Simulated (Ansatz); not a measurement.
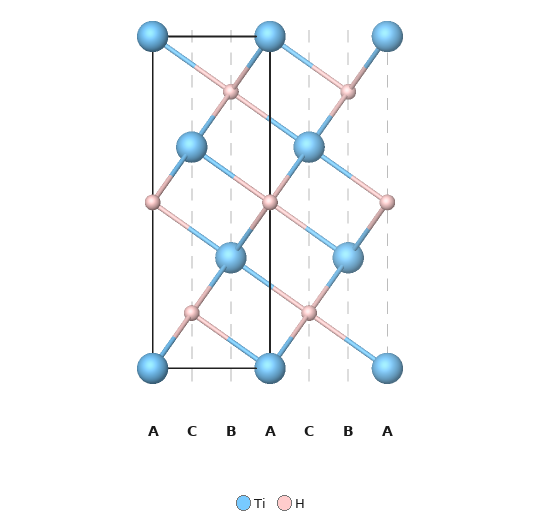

The picture looks along a close-packed row of the hexagonal mesh; [111] points upwards. The dashed lines mark the three columns A (0, 0), B (1/3, 2/3) and C (2/3, 1/3). The box is the hexagonal cell of the face-centred cubic lattice. The sequence starts with the first layer at or above the cell's origin.

TiH (space group Fm-3m, No. 225). Coordinates: the input geometry of an electronic-structure calculation (not necessarily at equilibrium).

Question: Read off the stacking sequence over one period.

Answer: Ti(A) – H(C) – Ti(B) – H(A) – Ti(C) – H(B) (six layers in 7.24 Å).

Question: How are the H layers alone stacked?

Answer: H layers alone: CAB, the cubic close-packed type.

Question: Which positions between or in the H layers do the other atoms fill?

Answer: Ti: three octahedral sites in each hexagonal cell.
